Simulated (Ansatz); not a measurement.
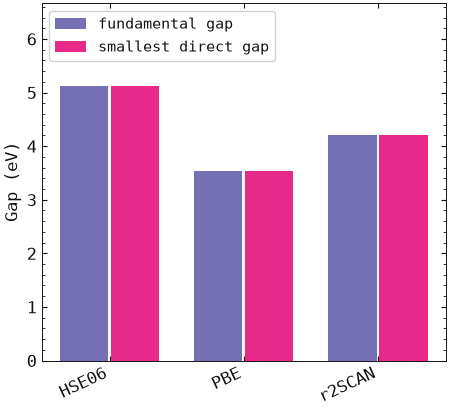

Gaps of MgO, space group I-4m2, 2 atoms in the cell, zincblende type, uniaxial (x) strain +2.0%, at several levels of theory on one cell (Ansatz, plane waves and PAW; edges over the mesh and the special points).

Question: How does the gap depend on the level, and does its kind change?

Answer: In rising order: PBE 3.53 eV, r2SCAN 4.20 eV and HSE06 5.13 eV. It is direct at every level.
